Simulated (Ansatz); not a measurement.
System: Sc, space group Fm-3m (No. 225).

The given structure:
```
CELL_PARAMETERS angstrom
0.00000 2.27050 2.27050
2.27050 0.00000 2.27050
2.27050 2.27050 0.00000
ATOMIC_POSITIONS crystal
Sc 0.00000 0.00000 0.00000
```

Calculation (Ansatz 0.2.0): biaxial strain in the xy plane and strain along z of a crystal, fractional coordinates fixed, by plane-wave density functional theory with PAW datasets, free energies less that of the undisturbed cell. Level: PBEsol, no spin polarisation.

```json
{"setting": "wave cutoff", "value": "420 eV"}
{"setting": "k mesh", "value": "18×18×18"}
{"setting": "occupations", "value": "Gaussian"}
{"setting": "smearing width", "value": "0.15 eV"}
{"setting": "k shift", "value": "(0, 0, 0) (mesh steps)"}
{"setting": "start", "value": "as given"}
```

Describe the result: the map of the energy change over strain zz and strain xx = yy. The grid: strain zz −0.03, −0.015, 0, 0.015, 0.03 ; strain xx = yy −0.03, −0.015, 0, 0.015, 0.03.

At the origin the energy is lower than all eight neighbouring grid points, so a minimum lies at or close to the given structure. The energy change is least, 0.00 meV/atom, at strain zz of 0 and strain xx = yy of 0, and largest, 40.67 meV/atom, at strain zz of −0.03 and strain xx = yy of −0.03. Near the origin the softest direction lies along strain zz, turned by about 24° so that strain xx = yy takes the opposite sign; the curvature across the valley is 7.9 times that along it.

Energy change (meV/atom); rows strain xx = yy, columns strain zz:
```csv
,-0.03,-0.015,0,0.015,0.03
-0.03,40.67,29.22,20.65,14.83,11.64
-0.015,19.47,11.41,6.07,3.33,3.11
0,7.09,2.26,0.00,0.20,2.78
0.015,2.84,1.11,1.80,4.81,10.04
0.03,6.07,7.34,10.86,16.55,24.33
```

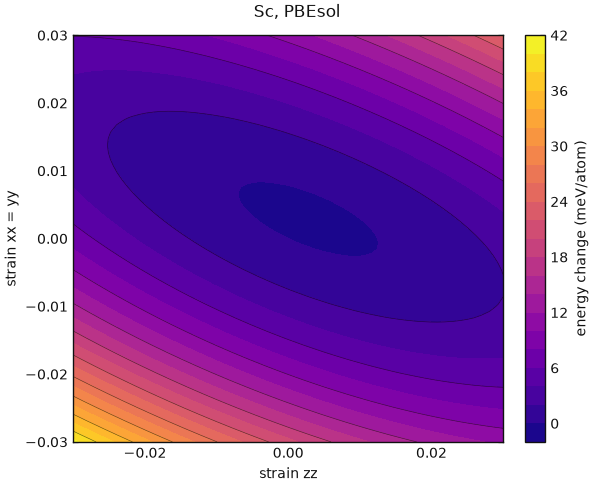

Limits of the calculation: reference crystal is not relaxed.
